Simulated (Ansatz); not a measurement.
**MgO$_{5}$: density, localisation and related maps**

```yaml
crystal:
  lattice:
    - [4.24914, 0.00000, 0.00000]
    - [-2.12457, 3.67986, 0.00000]
    - [0.00000, 0.00000, 3.68478]
  atoms:
    - { symbol: Mg, position: [0.00000, 0.00000, 0.50000] }
    - { symbol: O, position: [0.33333, 0.66667, 0.50000] }
    - { symbol: O, position: [0.66667, 0.33333, 0.50000] }
    - { symbol: O, position: [0.00000, 0.00000, 0.00000] }
    - { symbol: O, position: [0.33333, 0.66667, 0.00000] }
    - { symbol: O, position: [0.66667, 0.33333, 0.00000] }
```

Space group P6/mmm; a structure generated by program, which may or may not match a known phase; spin-polarised.

Computed with DFT PBE, scalar-relativistic, plane waves, PAW in Ansatz.

Core electrons are frozen (PAW), and the valence fields are smoothed inside the atomic spheres.

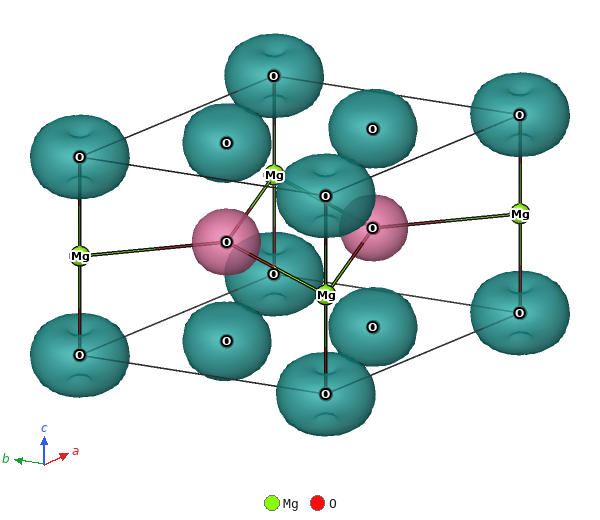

Figure 1. Isosurfaces of the spin density (up minus down) at +0.15 (teal) and −0.15 e/Å³ (pink), seen at an oblique angle. Sticks mark near contacts.

Where is the spin, and how is it ordered?

Answer. The spin density sits on O: +0.9 μB, +0.7 μB (×2) and −0.3 μB (×2) in one cell of 6 atoms: ferrimagnetic (opposed moments on unlike sites) in this solution. The cell of the calculation (6 atoms) carries 1.9 μB of net spin moment.

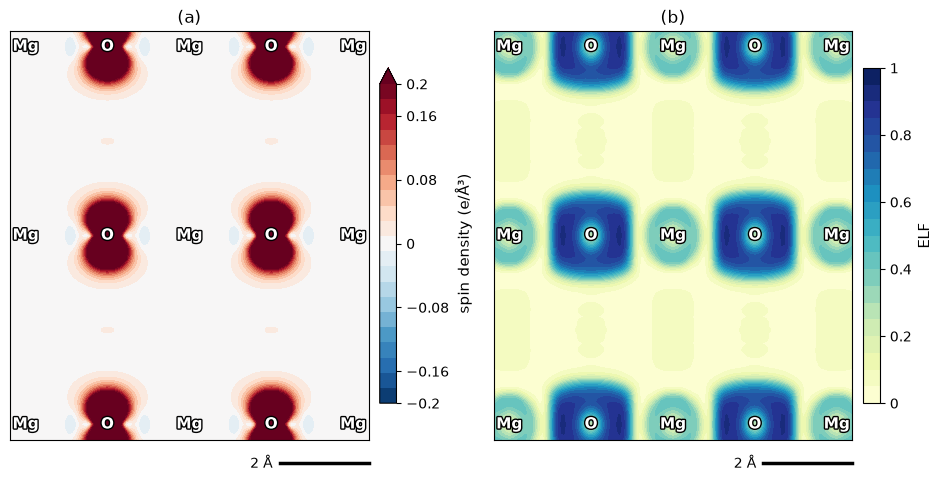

Figure 2. (a) spin density; (b) electron localisation function on the (11̄0) plane of the conventional cell.

What does the map show?

Answer.
- The section cuts through Mg and O sites.
- Mg–O (1.84 Å): the ELF peaks at about 0.90 in the valence shell of O, 0.6 Å from its nucleus, and is about 0.40 at the midpoint.

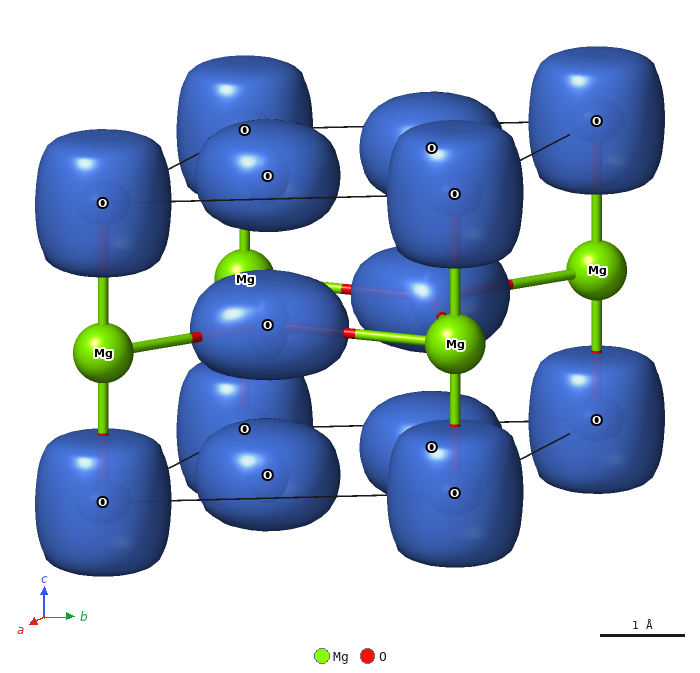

Figure 3. Isosurface of the ELF at 0.65 (blue), seen slightly off an axis. Core shells and regions of very low density are left out. Sticks mark near contacts.

Where are the electrons localised?

Answer. At this value the surface marks out five regions wrapped around O (the valence shell of each), counted in one cell of 6 atoms. Any copies at cell faces, edges or corners count once.

Does the calculation make it a metal, or give it a gap?

Answer. It is gapless in this calculation (a metal or semimetal).
